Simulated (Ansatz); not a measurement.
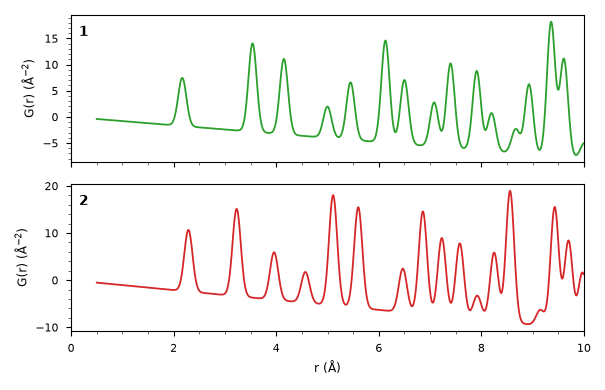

Computed X-ray G(r), with each pair weighted by the product of the atomic numbers (X-ray weights at Q = 0) and a uniform peak width σ = 0.08 Å.

Candidate structures:

A. 
```
Ni
1.0
     5.00303    0.00000    0.00000
     0.00000    5.00303    0.00000
     0.00000    0.00000    5.00303
Ni
8
Direct
  0.75000 0.75000 0.75000
  0.00000 0.50000 0.00000
  0.75000 0.25000 0.25000
  0.00000 0.00000 0.50000
  0.25000 0.75000 0.25000
  0.50000 0.50000 0.50000
  0.25000 0.25000 0.75000
  0.50000 0.00000 0.00000
```

B. 
```cif
data_structure
_symmetry_space_group_name_H-M 'Pm-3m'
_symmetry_Int_Tables_number 221
_cell_length_a 2.2869
_cell_length_b 2.2869
_cell_length_c 2.2869
_cell_angle_alpha 90.000
_cell_angle_beta 90.000
_cell_angle_gamma 90.000
_cell_volume 11.96
loop_
_atom_site_label
_atom_site_type_symbol
_atom_site_symmetry_multiplicity
_atom_site_Wyckoff_symbol
_atom_site_fract_x
_atom_site_fract_y
_atom_site_fract_z
_atom_site_occupancy
Ni1 Ni 1 a 0.00000 0.00000 0.00000 1
```

Origins: A, the input geometry of an electronic-structure calculation (not necessarily at equilibrium); the starting structure was generated, so it need not be a known form of this composition; B, the end point of a relaxation with DFT, PBEsol, plane waves (420 eV) with PAW, scalar-relativistic (Ansatz 0.2.0); the starting structure was generated, so it need not be a known form of this composition.

### Which PDF belongs to which candidate?

curve 1 is A (Ni, first clear peaks at 2.17 Å (Ni–Ni) and 3.54 Å (Ni–Ni)); curve 2 is B (Ni, first clear peaks at 2.29 Å (Ni–Ni) and 3.23 Å (Ni–Ni)).
